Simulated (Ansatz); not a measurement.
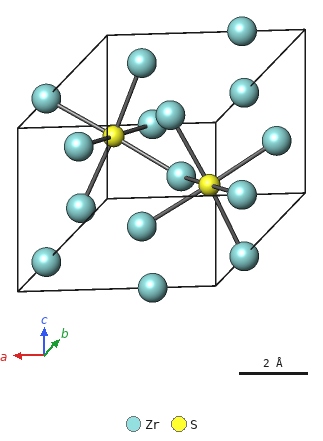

Normal modes of solid Zr₃S (a generated structure), space group P6₃22 (No. 182), at the zone centre. The picture is a ball-and-stick view of the cell of the calculation, seen from a free direction.

The calculation used DFT PBEsol, scalar-relativistic, plane waves, PAW in Ansatz. Set-up: plane-wave cutoff 420 eV; k-point mesh 6 × 6 × 6; occupations fermi dirac; smearing width 0.15 eV; no spin polarisation.

The frequencies depend somewhat on the k-mesh and the smearing.

> List the optical modes.

The calculation's cell holds 8 atoms, so there are 21 optical modes, in 14 levels. The optical modes span 4E₂ + 3E₁ + 2A₂ + 2B₁ + 2B₂ + A₁. No level is unstable.

| level | symmetry | frequency (cm⁻¹) | activity |
| --- | --- | --- | --- |
| 1 | E₂ | 63 | Raman-active |
| 2 | E₁ | 101 | infrared- and Raman-active |
| 3 | A₂ | 112 | infrared-active |
| 4 | E₂ | 119 | Raman-active |
| 5 | B₁ | 132 | silent |
| 6 | B₂ | 141 | silent |
| 7 | E₁ | 161 | infrared- and Raman-active |
| 8 | A₁ | 170 | Raman-active |
| 9 | E₂ | 184 | Raman-active |
| 10 | B₂ | 235 | silent |
| 11 | E₂ | 414 | Raman-active |
| 12 | B₁ | 418 | silent |
| 13 | E₁ | 426 | infrared- and Raman-active |
| 14 | A₂ | 442 | infrared-active |

The crystal is a metal, so free carriers screen the infrared response.

The modes drawn as arrows (one member of each degenerate set), 6 of the levels:

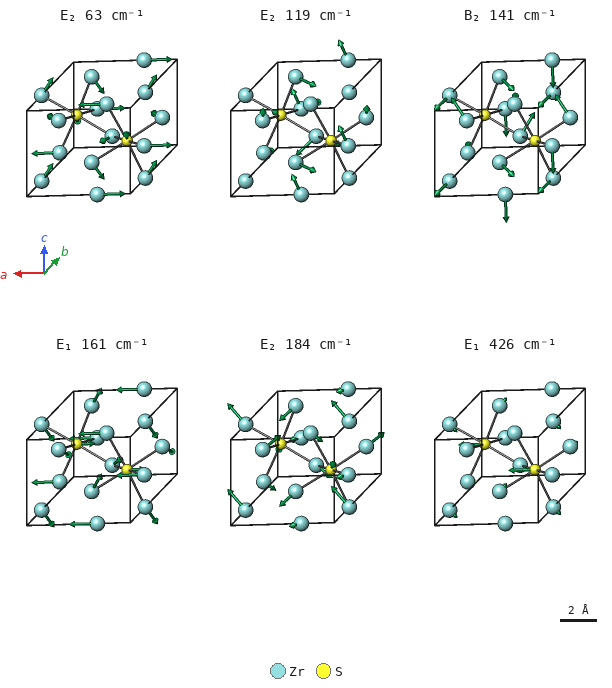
